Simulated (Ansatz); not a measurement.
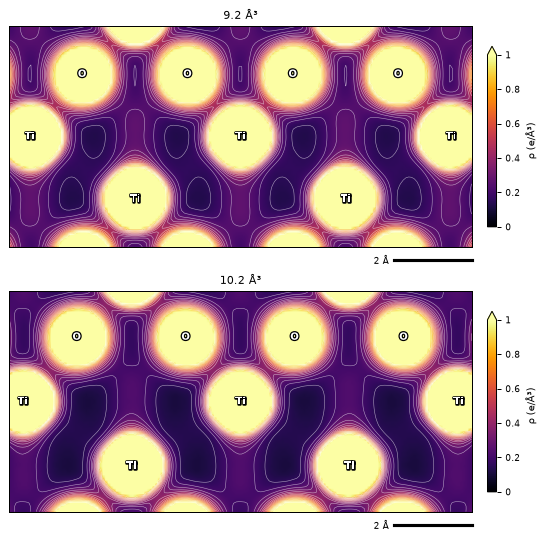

TiO. The valence charge density (pseudo) of cells scaled evenly to different volumes (given per atom above each panel), on the (110) plane of each (indices in the axes of the cell below), at one length scale and on one colour scale.

A structure from a database of computed crystals, not necessarily the ambient phase.

Level of theory: Kohn-Sham DFT of a periodic cell, PBEsol, Ansatz PAW (Ansatz).

The density is the valence pseudo-density of a PAW calculation; it isn't the true density close to the nuclei.

The largest cell:

```yaml
crystal:
  lattice:
    - [2.88913, 0.00000, 0.00000]
    - [-1.44457, 2.50206, 0.00000]
    - [0.00000, 0.00000, 5.64077]
  atoms:
    - { symbol: Ti, position: [0.66667, 0.33333, 0.75000] }
    - { symbol: Ti, position: [0.33333, 0.66667, 0.25000] }
    - { symbol: O, position: [0.00000, 0.00000, 0.50000] }
    - { symbol: O, position: [0.00000, 0.00000, 0.00000] }
```

| volume (Å³/atom) | Ti–O contact in the plane (Å) | ρ at its midpoint (e/Å³) | pressure (GPa) | 
| --- | --- | --- | --- |
| 9.21 | 2.112 | 0.451 | 4.8 | 
| 9.61 | 2.141 | ? | ? | 
| 10.19 | 2.184 | 0.383 | −17.5 | 

**What values belong in the row with question marks?**

Over the known rows ln ρ falls by 2.27 per Å of Ti–O distance (the line through the two), which gives 0.422 e/Å³ at 2.141 Å; the calculation gives 0.422 e/Å³. For the pressure, a straight line in volume between the neighbouring rows gives −4.3 GPa; the calculation gives −5.6, lower because pressure rises ever faster on compression.
